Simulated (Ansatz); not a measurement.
The coordinates of a crystal:

```cif
data_structure
_symmetry_space_group_name_H-M 'R -3 c :H'
_symmetry_Int_Tables_number 167
_cell_length_a 5.4254
_cell_length_b 5.4254
_cell_length_c 15.1004
_cell_angle_alpha 90.000
_cell_angle_beta 90.000
_cell_angle_gamma 120.000
_cell_volume 384.93
loop_
_atom_site_label
_atom_site_type_symbol
_atom_site_symmetry_multiplicity
_atom_site_Wyckoff_symbol
_atom_site_fract_x
_atom_site_fract_y
_atom_site_fract_z
_atom_site_occupancy
Zr1 Zr 18 e 0.67221 0.00000 0.25000 1
N1 N 12 c 0.66667 0.33333 0.17145 1
```

**Give a crystallographic description of this input.**

The stoichiometry is Zr$_{3}$N$_{2}$. The structure has R-3c (No. 167) symmetry and a rhombohedral (trigonal R) lattice. Atoms per cell: 30 (18 Zr, 12 N). Zr is coordinated by twelve Zr and four N (3.08 to 3.16 Å to Zr, 2.18 to 2.22 Å to N). The coordination shell of N holds six Zr in an octahedral arrangement at 2.18 to 2.22 Å. The bonds build a three-dimensional framework.

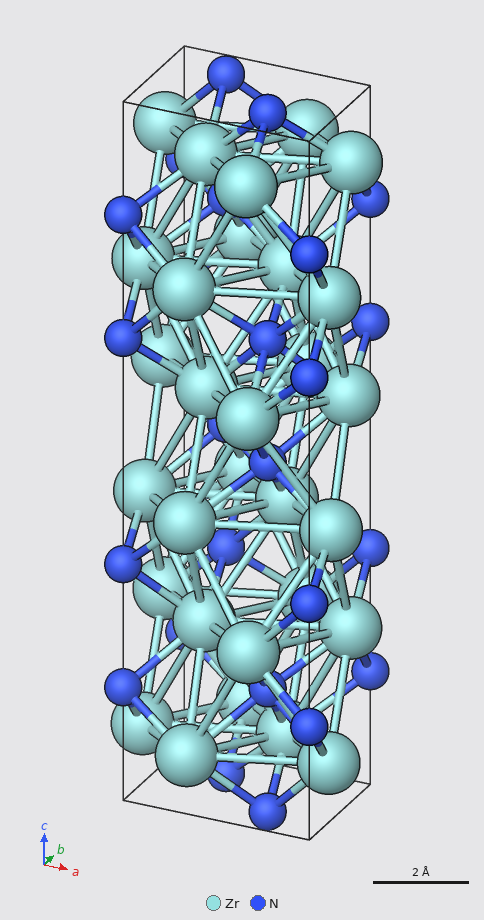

Ball-and-stick model, viewed slightly off an axis. The outline marks the conventional unit cell.

The structure was taken from a structure listed in the Materials Project. The cell was then strained or its atoms displaced on purpose. It was relaxed at fixed volume with DFT PBEsol, scalar-relativistic, plane waves, PAW (Ansatz 0.2.0).

At this level of theory the run's own cell isn't at rest (compressed, at 24 GPa), so its distances can differ from those at equilibrium, the more so the softer the solid.
